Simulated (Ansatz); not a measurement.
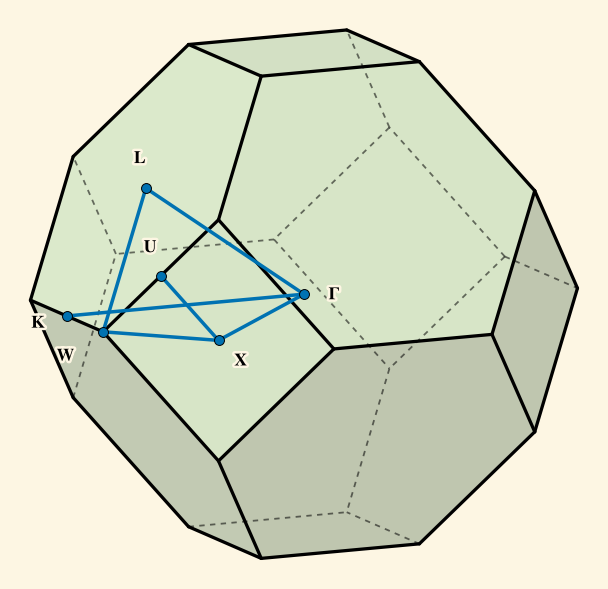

The figure shows the first Brillouin zone with its special points and a band path. Crystal: AlAs, a calculation's input that goes back to an entry of the Crystallography Open Database (an earlier step may have relaxed or displaced it). The drawing is computed from the coordinates (standard cell, symmetry found to 0.002 Å).

Labels and path follow the convention of Hinuma et al. (2017), as computed by seekpath.

Question: Name the Bravais lattice of the crystal.

Answer: A face-centred cubic lattice (cF; extended symbol cF2). The zone is a truncated octahedron in its combinatorial type: 14 faces (6 with 4 edges, 8 with 6 edges), 36 edges, 24 vertices.

Question: Write the standard path through the labelled points.

Answer: Γ–X–U | K–Γ–L–W–X
